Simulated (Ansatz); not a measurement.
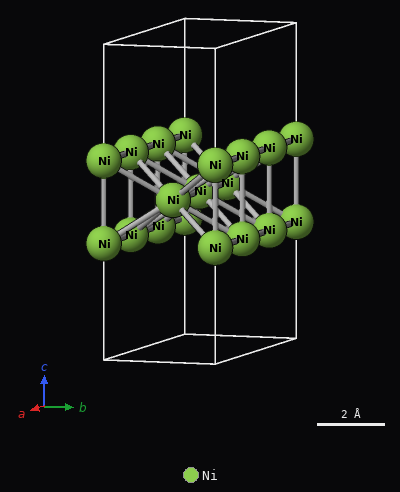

The input geometry (ball-and-stick view of the 3 × 1 repeat of the cell, with the vacuum cut short, seen slightly off an axis). Near neighbours in the crystal (not all of them lie inside the picture): Ni has 7 Ni at 2.49 Å; Ni has 10 Ni at 2.49 Å.

Run report: Ni, geometry relaxation (part 1 of 2)

- system: Ni (slab, 3 atoms in the cell)
- method: DFT, PBE, PAW with Ansatz's default frozen-core files, scalar-relativistic, spin-polarised (Ansatz 0.2.0)

It belongs to a series of runs on one base structure; here: atoms relaxed, PAW files. Figures and captions count atoms from 1; the log counts them from 0 in places.

## The input
```yaml
crystal:
  lattice:
    - [2.4880368655, 0.0, 0.0]
    - [0.0, 3.5186154789, 0.0]
    - [0.0, 0.0, 18.488]
  atoms:
    - { symbol: Ni, position: [0.0, 0.0, 0.4327121142], spin: 1.0 }
    - { symbol: Ni, position: [0.5, 0.5, 0.5], spin: 1.0 }
    - { symbol: Ni, position: [0.0, 0.0, 0.5672878858], spin: 1.0 }
magnetization:
  spin_polarized: true
kpoints:
  mp_grid: { grid: [15, 10, 1] }
scf:
  occupations: { method: fermi_dirac, width: 0.05 }
hamiltonian:
  xc: pbe
  pseudopotentials: { kind: paw }
output:
  forces: true
  stress: true
  eigenvalues: true
relax:
  f_tol: 0.01
  max_steps: 40
efield:
  axis: 3
  amplitude: 0
  dipole_correction: true
```

Hardware: 2 threads of Arm Neoverse V2, 24 GiB of memory available, shared host.

Launch command:
```bash
ansatz run input.yaml --threads 2 --pin off --max-ram 6144MiB --backend cpu --events-out ev --progress --plain --runs-dir out
```

## Log
```
Warning: output.stress: scf.convergence.dr2_threshold = 1e-7 eV (the SCF's general default) is looser than the 3e-10 eV advised for a printed stress (1e-10 eV for each atom of the cell: 3). What an SCF threshold leaves in a stress goes as its square root, and in the free energy as the threshold itself, and one threshold admits the most on a small cell: of the crystals measured, under no hybrid functional and no lock of the moments, on runs that ended without the residual-converged pass, on stresses that held no estimate of that error, the worst erred by over 100 MPa in a component at 1e-7 eV an atom and by under 5 at 1e-10. Every solve of this run answers to scf.convergence.dr2_threshold, and the tensor of one is reported: a single SCF on the reported geometry and on this run's grids (its basis.xc_grid and basis.ecutrho_ratio typed), with scf.convergence.dr2_threshold at 3e-10 eV or tighter, prints it and tightens no other solve. Else set scf.convergence.dr2_threshold to 3e-10 eV or tighter. The threshold is an SCF's pass mark: one that does not reach it within its budget of iterations ends unconverged, or closes short of it on a stop that the run arms, and scf.convergence.dr2_threshold's page says what that costs each kind of run
Engine: ansatz 0.2.0, aarch64-unknown-linux-gnu
Pseudopotentials: kind: paw
Pseudopotential: Ni, paw, valence charge 18, recommended cutoff 420 eV (normal), Ni.paw.azcp
Functional definition: PBE
  parameter kappa = 0.804
  parameter beta = 0.06672455060314922
  exchange = pbe_x(kappa = kappa, mu = beta*pi^2/3)
  correlation = pbe_c(beta = beta)
Crystal: 3 atoms, lattice volume = 161.852 Å³
Basis set: ecut = 420 eV, 3155 PW (Γ), exchange–correlation on 36×48×250 points (8 copies of the dense FFT grid, shifted against one another)
Bands: 35, of which v1, the nominal top of the filled ones, is band 27 counted from 1 (26 counted from 0)
Symmetry: 4 space group operations
k-points: 48 of 150
Non-local potential: Ni, projectors of the file, l = 0: 3, l = 1: 2, l = 2: 3, l = 3: 1
PAW form: soft (Blöchl's): semilocal exchange-correlation on the pseudo side does not see the compensation charge
PAW one-centre angular grid: Ni, 590 points (default); XC on 64 Gauss nodes
Initial density: superposition of atomic densities (neutral atoms: chi_scale 0, normalization atom)
Starting moments: Σ|m| = 3 μB on 3 of 3 sites
Initial wavefunctions: pseudopotential atomic-orbital guess
Functional: x = pbe(κ = 0.804, μ = 0.2195149727645171), c = pbe(β = 0.06672455060314922)
SCF iter   1: F=—  HF=-17513.745650 eV  |F-HF|=—  |Δ(HF+E_count)|=         —  Δρ=1.59e-2 (↑1.49e-2 ↓1.59e-2)  dr2=3.14e0  dr2_m=1.32e-1  M=2.853 μB ∫|m|=3.007 μB  β_m=1.00  ethr=3.10e-3  p=0.000 e·Å  D=2.28e-14 V/Å  ΔV_dip=-0.00 eV  dr2_dipole=6.09e-10  V_vac-E_F(+/−)=6.70/6.70 eV  ⟨swp⟩=11.3  Hψ=18701  notcnv=0  defer=12
Mixer restart at iter 1: flushing history
efield: sawtooth ramp at fractional position 0.9500 (placed from the atoms, in the widest stretch of the axis that holds none; the zero of the levels goes with the place), width 0.1000; the density the first Hamiltonian is built on has a dipole p = 0.000 e·Å; the dipole correction subtracts the counter field D = 2.28e-14 V/Å, which shifts the + side's vacuum level by -0.00 eV against the − side's; the planar-averaged density in the ramp window peaks in size at 1.8e-5 e/Å³
preconditioner: auto → LDOS  [metal: Δε(μ)=0.002 eV  Ē_g=6.895 eV  σ=0.050 eV  W_gap=0.01  n_scr=30 (ndim 8)  ℏωp=16.0 eV  f_vac=0.681  D(μ)=7.58/eV (n_scr^D=60)]
spin=Collinear: LDOS preconditioning applied to the charge; magnetization (m = ρ↑ − ρ↓) channel mixes plain (no charge-response kernel on spin).
SCF iter   2: F=—  HF=-17514.406775 eV  |F-HF|=—  |Δ(HF+E_count)|=   6.61e-1  Δρ=1.08e-2 (↑9.00e-3 ↓1.08e-2)  dr2=1.02e0  dr2_m=2.80e-3  M=2.729 μB ∫|m|=3.013 μB  β_m=0.40  ethr=3.10e-3  p=-0.000 e·Å  D=-7.17e-6 V/Å  ΔV_dip=0.00 eV  dr2_dipole=1.40e-9  V_vac-E_F(+/−)=5.94/5.94 eV  ⟨swp⟩=3.0  Hψ=5985  notcnv=0  defer=145
density mixer auto → msr1: a metal under ldos (density of states about μ 3.15 of a free-electron gas's, 30 screened modes)
SCF iter   3: F=—  HF=-17515.819152 eV  |F-HF|=—  |Δ(HF+E_count)|=    1.41e0  Δρ=5.88e-3 (↑4.46e-3 ↓5.88e-3)  dr2=8.32e-2  dr2_m=2.65e-2  M=2.653 μB ∫|m|=2.999 μB  β_m=0.49  ethr=1.89e-3  p=-0.000 e·Å  D=-1.06e-5 V/Å  ΔV_dip=0.00 eV  dr2_dipole=3.11e-9  V_vac-E_F(+/−)=5.12/5.12 eV  ⟨swp⟩=3.7  Hψ=5679  notcnv=0  defer=147
SCF iter   4: F=—  HF=-17516.377514 eV  |F-HF|=—  |Δ(HF+E_count)|=         —  Δρ=1.07e-2 (↑1.95e-3 ↓1.07e-2)  dr2=1.27e-1  dr2_m=4.72e-2  M=2.508 μB ∫|m|=2.818 μB  β_m=0.49  ethr=1.54e-4  p=-0.000 e·Å  D=-4.90e-6 V/Å  ΔV_dip=0.00 eV  dr2_dipole=2.14e-10  V_vac-E_F(+/−)=4.89/4.89 eV  ⟨swp⟩=3.3  Hψ=6077  notcnv=0  defer=149
SCF iter   5: F=—  HF=-17516.583049 eV  |F-HF|=—  |Δ(HF+E_count)|=   2.06e-1  Δρ=6.11e-3 (↑1.45e-3 ↓6.11e-3)  dr2=3.14e-2  dr2_m=2.01e-2  M=2.458 μB ∫|m|=2.739 μB  β_m=0.69  ethr=1.54e-4  p=-0.000 e·Å  D=-1.42e-7 V/Å  ΔV_dip=0.00 eV  dr2_dipole=1.86e-10  V_vac-E_F(+/−)=4.71/4.71 eV  ⟨swp⟩=2.7  Hψ=5563  notcnv=0  defer=154
SCF iter   6: F=—  HF=-17516.619134 eV  |F-HF|=—  |Δ(HF+E_count)|=   3.61e-2  Δρ=1.13e-3 (↑1.07e-3 ↓1.13e-3)  dr2=3.73e-3  dr2_m=2.94e-4  M=2.392 μB ∫|m|=2.642 μB  β_m=0.83  ethr=5.82e-5  p=-0.000 e·Å  D=-3.52e-6 V/Å  ΔV_dip=0.00 eV  dr2_dipole=1.28e-9  V_vac-E_F(+/−)=4.48/4.48 eV  ⟨swp⟩=3.1  Hψ=6970  notcnv=0  defer=161
SCF iter   7: F=—  HF=-17516.624912 eV  |F-HF|=—  |Δ(HF+E_count)|=   5.78e-3  Δρ=4.71e-4 (↑1.58e-4 ↓4.71e-4)  dr2=3.19e-4  dr2_m=5.47e-5  M=2.404 μB ∫|m|=2.659 μB  β_m=0.77  ethr=6.90e-6  p=0.000 e·Å  D=3.49e-6 V/Å  ΔV_dip=-0.00 eV  dr2_dipole=4.07e-10  V_vac-E_F(+/−)=4.51/4.51 eV  ⟨swp⟩=2.2  Hψ=5764  notcnv=0  defer=166
SCF iter   8: F=—  HF=-17516.624979 eV  |F-HF|=—  |Δ(HF+E_count)|=   6.64e-5  Δρ=1.42e-4 (↑1.03e-4 ↓1.42e-4)  dr2=5.53e-5  dr2_m=2.80e-6  M=2.406 μB ∫|m|=2.662 μB  β_m=0.71  ethr=5.92e-7  p=-0.000 e·Å  D=-2.12e-6 V/Å  ΔV_dip=0.00 eV  dr2_dipole=5.24e-11  V_vac-E_F(+/−)=4.51/4.51 eV  ⟨swp⟩=2.2  Hψ=6338  notcnv=0  defer=167
SCF iter   9: F=—  HF=-17516.624985 eV  |F-HF|=—  |Δ(HF+E_count)|=   6.49e-6  Δρ=3.13e-5 (↑2.34e-5 ↓3.13e-5)  dr2=2.01e-6  dr2_m=5.38e-7  M=2.406 μB ∫|m|=2.662 μB  β_m=0.84  ethr=1.02e-7  p=0.000 e·Å  D=2.41e-7 V/Å  ΔV_dip=-0.00 eV  dr2_dipole=6.60e-10  V_vac-E_F(+/−)=4.51/4.51 eV  ⟨swp⟩=2.0  Hψ=5044  notcnv=0  defer=167
SCF iter  10: F=—  HF=-17516.624987 eV  |F-HF|=—  |Δ(HF+E_count)|=   1.85e-6  Δρ=1.41e-5 (↑5.84e-6 ↓1.41e-5)  dr2=5.10e-7  dr2_m=7.93e-8  M=2.406 μB ∫|m|=2.662 μB  β_m=0.83  ethr=3.72e-9  p=-0.000 e·Å  D=-1.46e-6 V/Å  ΔV_dip=0.00 eV  dr2_dipole=1.41e-9  V_vac-E_F(+/−)=4.51/4.51 eV  ⟨swp⟩=2.3  Hψ=5799  notcnv=0  defer=166
iter 11 did not close the SCF: its close was put off until two iterations running show no level that it waits for move by more than its bar (scf_convergence_deferred on its scf_iter line)
SCF iter  11: F=-17516.624986 eV  HF=-17516.624987 eV  |F-HF|=1.20e-6  |Δ(HF+E_count)|=   1.63e-7  Δρ=2.76e-5 (↑4.57e-6 ↓2.76e-5)  dr2=1.37e-6  dr2_m=2.15e-7  M=2.406 μB ∫|m|=2.663 μB  β_m=0.91  ethr=9.45e-10  p=0.000 e·Å  D=2.59e-6 V/Å  ΔV_dip=-0.00 eV  dr2_dipole=2.60e-9  V_vac-E_F(+/−)=4.51/4.51 eV  ⟨swp⟩=10.8  Hψ=16000  notcnv=0
iter 12 did not close the SCF: its close was put off until two iterations running show no level that it waits for move by more than its bar (scf_convergence_deferred on its scf_iter line)
SCF iter  12: F=-17516.624987 eV  HF=-17516.624987 eV  |F-HF|=4.33e-7  |Δ(HF+E_count)|=   9.47e-9  Δρ=1.55e-5 (↑3.58e-6 ↓1.55e-5)  dr2=4.63e-7  dr2_m=5.79e-8  M=2.406 μB ∫|m|=2.663 μB  β_m=0.75  ethr=9.45e-10  p=-0.000 e·Å  D=-3.39e-6 V/Å  ΔV_dip=0.00 eV  dr2_dipole=1.46e-8  V_vac-E_F(+/−)=4.51/4.51 eV  ⟨swp⟩=4.3  Hψ=10971  notcnv=0
SCF iter  13: F=-17516.624987 eV  HF=-17516.624987 eV  |F-HF|=1.88e-8  |Δ(HF+E_count)|=  4.18e-10  Δρ=3.56e-6 (↑5.38e-7 ↓3.56e-6)  dr2=2.48e-8  dr2_m=4.09e-9  M=2.406 μB ∫|m|=2.663 μB  ethr=8.57e-10  p=-0.000 e·Å  D=-5.53e-8 V/Å  ΔV_dip=0.00 eV  dr2_dipole=5.90e-10  V_vac-E_F(+/−)=4.51/4.51 eV  ⟨swp⟩=4.5  Hψ=10092  notcnv=0
SCF 1 converged in 13 iterations: F = -17516.624987 eV  dr2 = 2.48e-8
  greatest PAW one-centre occupation: 1.001 electrons in one spin orbital (limit 2), on the Ni atom at site 2 (counted from 0), in its partial waves of l = 1
relax step   1: F+E_penalty+E_count = -17516.62498709 eV  Δ(F+E_penalty+E_count) = +0.000e0 eV  max|allowed force component| = 8.632e-1 eV/Å  Δτ_max = 0.0000 Å  (13 SCF iters, dr2 threshold 2.50e-6 eV, accepted)
Initial density: handed on by an earlier stage of this run
Starting moments: Σ|m| = 3 μB on 3 of 3 sites; this step starts from the density that it was given
Initial wavefunctions: those handed on with the density
iter 1 solved again at ethr=7.02e-5 eV; its pass at ethr=3.10e-3 eV (dr2=3.79e-2 eV) is discarded
SCF iter   1: F=—  HF=-17516.688822 eV  |F-HF|=—  |Δ(HF+E_count)|=         —  Δρ=4.08e-3 (↑1.97e-3 ↓4.08e-3)  dr2=3.94e-2  dr2_m=5.54e-3  M=2.382 μB ∫|m|=2.639 μB  β_m=1.00  ethr=7.02e-5  p=-0.000 e·Å  D=-5.53e-8 V/Å  ΔV_dip=0.00 eV  dr2_dipole=2.61e-11  V_vac-E_F(+/−)=4.46/4.46 eV  ⟨swp⟩=2.0  Hψ=14031  notcnv=0  defer=170
efield: sawtooth ramp at fractional position 0.9500 (handed on by an earlier solve), width 0.1000; the density the first Hamiltonian is built on has a dipole p = -0.000 e·Å; the dipole correction subtracts the counter field D = -5.53e-8 V/Å, which shifts the + side's vacuum level by +0.00 eV against the − side's; the planar-averaged density in the ramp window peaks in size at 2.0e-5 e/Å³
preconditioner: auto → LDOS  [metal: Δε(μ)=0.001 eV  Ē_g=6.483 eV  σ=0.050 eV  W_gap=0.01  n_scr=30 (ndim 8)  ℏωp=16.0 eV  f_vac=0.703  D(μ)=6.81/eV (n_scr^D=56)]
spin=Collinear: LDOS preconditioning applied to the charge; magnetization (m = ρ↑ − ρ↓) channel mixes plain (no charge-response kernel on spin).
SCF iter   2: F=—  HF=-17516.683868 eV  |F-HF|=—  |Δ(HF+E_count)|=   4.95e-3  Δρ=1.74e-3 (↑1.64e-3 ↓1.74e-3)  dr2=7.94e-3  dr2_m=7.46e-5  M=2.382 μB ∫|m|=2.638 μB  β_m=0.34  ethr=7.02e-5  p=-0.000 e·Å  D=-5.79e-8 V/Å  ΔV_dip=0.00 eV  dr2_dipole=1.10e-11  V_vac-E_F(+/−)=4.44/4.44 eV  ⟨swp⟩=2.0  Hψ=5363  notcnv=0  defer=174
density mixer auto → msr1: a metal under ldos (density of states about μ 3.16 of a free-electron gas's, 30 screened modes)
SCF iter   3: F=—  HF=-17516.684126 eV  |F-HF|=—  |Δ(HF+E_count)|=   2.58e-4  Δρ=1.22e-3 (↑1.22e-3 ↓7.93e-4)  dr2=1.44e-3  dr2_m=3.54e-4  M=2.387 μB ∫|m|=2.643 μB  β_m=0.45  ethr=1.47e-5  p=-0.000 e·Å  D=-1.57e-8 V/Å  ΔV_dip=0.00 eV  dr2_dipole=3.21e-12  V_vac-E_F(+/−)=4.43/4.43 eV  ⟨swp⟩=2.6  Hψ=5134  notcnv=0  defer=174
SCF iter   4: F=—  HF=-17516.685242 eV  |F-HF|=—  |Δ(HF+E_count)|=   1.12e-3  Δρ=6.16e-4 (↑6.16e-4 ↓4.74e-4)  dr2=3.82e-4  dr2_m=1.31e-4  M=2.382 μB ∫|m|=2.637 μB  β_m=0.58  ethr=2.67e-6  p=0.000 e·Å  D=1.02e-9 V/Å  ΔV_dip=-0.00 eV  dr2_dipole=1.84e-14  V_vac-E_F(+/−)=4.44/4.44 eV  ⟨swp⟩=2.0  Hψ=4938  notcnv=0  defer=174
SCF iter   5: F=—  HF=-17516.685823 eV  |F-HF|=—  |Δ(HF+E_count)|=   5.81e-4  Δρ=2.55e-4 (↑1.81e-4 ↓2.55e-4)  dr2=2.61e-5  dr2_m=5.35e-5  M=2.379 μB ∫|m|=2.633 μB  β_m=0.79  ethr=7.07e-7  p=0.000 e·Å  D=1.57e-8 V/Å  ΔV_dip=-0.00 eV  dr2_dipole=1.02e-15  V_vac-E_F(+/−)=4.46/4.46 eV  ⟨swp⟩=2.2  Hψ=6402  notcnv=0  defer=174
SCF iter   6: F=—  HF=-17516.685897 eV  |F-HF|=—  |Δ(HF+E_count)|=   7.45e-5  Δρ=1.72e-4 (↑8.95e-5 ↓1.72e-4)  dr2=4.92e-5  dr2_m=1.09e-5  M=2.375 μB ∫|m|=2.630 μB  β_m=0.80  ethr=4.83e-8  p=-0.000 e·Å  D=-6.93e-9 V/Å  ΔV_dip=0.00 eV  dr2_dipole=1.14e-14  V_vac-E_F(+/−)=4.46/4.46 eV  ⟨swp⟩=3.1  Hψ=7305  notcnv=0  defer=174
SCF iter   7: F=—  HF=-17516.685893 eV  |F-HF|=—  |Δ(HF+E_count)|=   4.23e-6  Δρ=1.61e-4 (↑3.58e-5 ↓1.61e-4)  dr2=4.15e-5  dr2_m=7.77e-6  M=2.376 μB ∫|m|=2.630 μB  β_m=0.90  ethr=4.83e-8  p=0.000 e·Å  D=5.17e-8 V/Å  ΔV_dip=-0.00 eV  dr2_dipole=1.43e-13  V_vac-E_F(+/−)=4.46/4.46 eV  ⟨swp⟩=9.5  Hψ=17229  notcnv=0
SCF iter   8: F=-17516.685894 eV  HF=-17516.685895 eV  |F-HF|=1.47e-6  |Δ(HF+E_count)|=   2.00e-6  Δρ=3.39e-5 (↑6.43e-6 ↓3.39e-5)  dr2=1.74e-6  dr2_m=3.22e-7  M=2.376 μB ∫|m|=2.630 μB  ethr=4.83e-8  p=-0.000 e·Å  D=-5.49e-8 V/Å  ΔV_dip=0.00 eV  dr2_dipole=1.07e-12  V_vac-E_F(+/−)=4.46/4.46 eV  ⟨swp⟩=8.0  Hψ=12726  notcnv=0
SCF 2 converged in 8 iterations: F = -17516.685894 eV  dr2 = 1.74e-6
  greatest PAW one-centre occupation: 1.001 electrons in one spin orbital (limit 2), on the Ni atom at site 0 (counted from 0), in its partial waves of l = 1
relax step   2: F+E_penalty+E_count = -17516.68589360 eV  Δ(F+E_penalty+E_count) = -6.091e-2 eV  max|allowed force component| = 5.670e-1 eV/Å  Δτ_max = 0.0419 Å  (8 SCF iters, dr2 threshold 4.66e-5 eV, accepted)
SCF iter   1: F=—  HF=-17516.717106 eV  |F-HF|=—  |Δ(HF+E_count)|=         —  Δρ=6.47e-3 (↑3.28e-3 ↓6.47e-3)  dr2=1.02e-1  dr2_m=1.37e-2  M=2.325 μB ∫|m|=2.577 μB  β_m=1.00  ethr=2.10e-3  p=-0.000 e·Å  D=-5.49e-8 V/Å  ΔV_dip=0.00 eV  dr2_dipole=4.09e-12  V_vac-E_F(+/−)=4.40/4.40 eV  ⟨swp⟩=5.0  Hψ=9580  notcnv=0  defer=72
efield: sawtooth ramp at fractional position 0.9500 (handed on by an earlier solve), width 0.1000; the density the first Hamiltonian is built on has a dipole p = -0.000 e·Å; the dipole correction subtracts the counter field D = -5.49e-8 V/Å, which shifts the + side's vacuum level by +0.00 eV against the − side's; the planar-averaged density in the ramp window peaks in size at 3.9e-7 e/Å³
preconditioner: auto → LDOS  [metal: Δε(μ)=0.001 eV  Ē_g=6.653 eV  σ=0.050 eV  W_gap=0.00  n_scr=30 (ndim 8)  ℏωp=16.0 eV  f_vac=0.713  D(μ)=5.74/eV (n_scr^D=38)]
spin=Collinear: LDOS preconditioning applied to the charge; magnetization (m = ρ↑ − ρ↓) channel mixes plain (no charge-response kernel on spin).
SCF iter   2: F=—  HF=-17516.704172 eV  |F-HF|=—  |Δ(HF+E_count)|=   1.29e-2  Δρ=2.61e-3 (↑2.60e-3 ↓2.61e-3)  dr2=1.89e-2  dr2_m=1.27e-4  M=2.322 μB ∫|m|=2.575 μB  β_m=0.34  ethr=1.88e-4  p=0.000 e·Å  D=9.72e-8 V/Å  ΔV_dip=-0.00 eV  dr2_dipole=3.13e-12  V_vac-E_F(+/−)=4.37/4.37 eV  ⟨swp⟩=2.7  Hψ=6271  notcnv=0  defer=179
density mixer auto → msr1: a metal under ldos (density of states about μ 3.12 of a free-electron gas's, 30 screened modes)
SCF iter   3: F=—  HF=-17516.705394 eV  |F-HF|=—  |Δ(HF+E_count)|=   1.22e-3  Δρ=1.93e-3 (↑1.93e-3 ↓1.01e-3)  dr2=3.06e-3  dr2_m=8.10e-4  M=2.326 μB ∫|m|=2.577 μB  β_m=0.45  ethr=3.51e-5  p=-0.000 e·Å  D=-5.39e-8 V/Å  ΔV_dip=0.00 eV  dr2_dipole=5.77e-13  V_vac-E_F(+/−)=4.36/4.36 eV  ⟨swp⟩=2.0  Hψ=5271  notcnv=0  defer=179
SCF iter   4: F=—  HF=-17516.708210 eV  |F-HF|=—  |Δ(HF+E_count)|=   2.82e-3  Δρ=8.98e-4 (↑8.98e-4 ↓6.52e-4)  dr2=6.42e-4  dr2_m=2.99e-4  M=2.320 μB ∫|m|=2.569 μB  β_m=0.59  ethr=5.68e-6  p=-0.000 e·Å  D=-5.04e-8 V/Å  ΔV_dip=0.00 eV  dr2_dipole=5.78e-13  V_vac-E_F(+/−)=4.38/4.38 eV  ⟨swp⟩=2.3  Hψ=5304  notcnv=0  defer=179
SCF iter   5: F=—  HF=-17516.709556 eV  |F-HF|=—  |Δ(HF+E_count)|=   1.35e-3  Δρ=3.11e-4 (↑3.11e-4 ↓2.67e-4)  dr2=9.60e-5  dr2_m=8.07e-5  M=2.315 μB ∫|m|=2.563 μB  β_m=0.73  ethr=1.19e-6  p=-0.000 e·Å  D=-9.52e-8 V/Å  ΔV_dip=0.00 eV  dr2_dipole=1.59e-12  V_vac-E_F(+/−)=4.41/4.41 eV  ⟨swp⟩=2.1  Hψ=6358  notcnv=0  defer=179
SCF iter   6: F=—  HF=-17516.709653 eV  |F-HF|=—  |Δ(HF+E_count)|=   9.71e-5  Δρ=2.31e-4 (↑7.52e-5 ↓2.31e-4)  dr2=7.25e-5  dr2_m=1.56e-5  M=2.312 μB ∫|m|=2.558 μB  β_m=0.77  ethr=1.78e-7  p=0.000 e·Å  D=3.41e-8 V/Å  ΔV_dip=-0.00 eV  dr2_dipole=4.85e-13  V_vac-E_F(+/−)=4.43/4.43 eV  ⟨swp⟩=3.3  Hψ=7493  notcnv=0  defer=179
SCF iter   7: F=-17516.709642 eV  HF=-17516.709649 eV  |F-HF|=7.42e-6  |Δ(HF+E_count)|=   3.92e-6  Δρ=8.16e-5 (↑3.06e-5 ↓8.16e-5)  dr2=1.01e-5  dr2_m=1.79e-6  M=2.312 μB ∫|m|=2.558 μB  ethr=3.72e-8  p=0.000 e·Å  D=1.08e-7 V/Å  ΔV_dip=-0.00 eV  dr2_dipole=4.82e-13  V_vac-E_F(+/−)=4.43/4.43 eV  ⟨swp⟩=10.4  Hψ=17211  notcnv=0
SCF 3 converged in 7 iterations: F = -17516.709642 eV  dr2 = 1.01e-5
```
